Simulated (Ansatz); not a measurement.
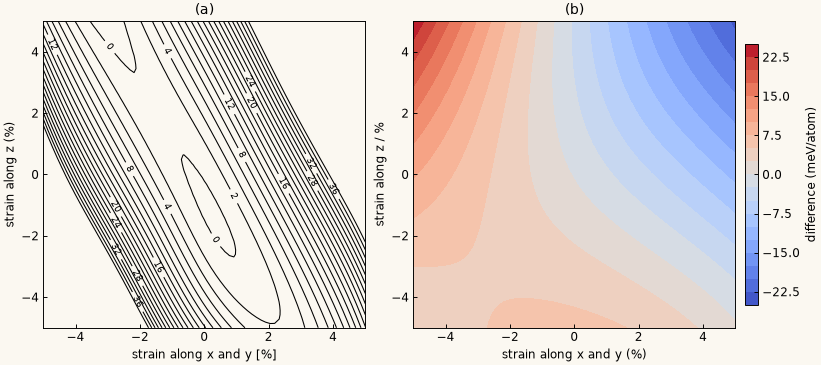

Cu (I4/mmm, No. 139; 1 atom in the cell). The cell is strained homogeneously, by one strain along x and y and another along z, with fractional coordinates fixed (x along [1 0 0], z along [0 0 1] of the conventional cell). The first coordinate is: strain along x and y; the second: strain along z. Grid: 5 × 5 points. Points are written as (first, second). All energies are given in meV/atom relative to each map's own lowest point. The reference cell is the one listed in the database, not relaxed at this level. Computed with DFT PBEsol, scalar-relativistic, plane waves, PAW (Ansatz 0.2.0). Settings: cutoff 420 eV, k-mesh 24×24×24, gaussian smearing 0.15 eV, no spin polarisation.

Panel (a): DFT PBEsol, scalar-relativistic, plane waves, PAW in Ansatz 0.2.0. Panel (b): the map at DFT PBE, scalar-relativistic, plane waves, PAW (Ansatz) less the map of (a), each from its own lowest point.

**How does the change of method alter the landscape?**

The difference runs from −23 meV/atom at (5.0 %, 5.0 %) to 25 meV/atom at (−5.0 %, 5.0 %).
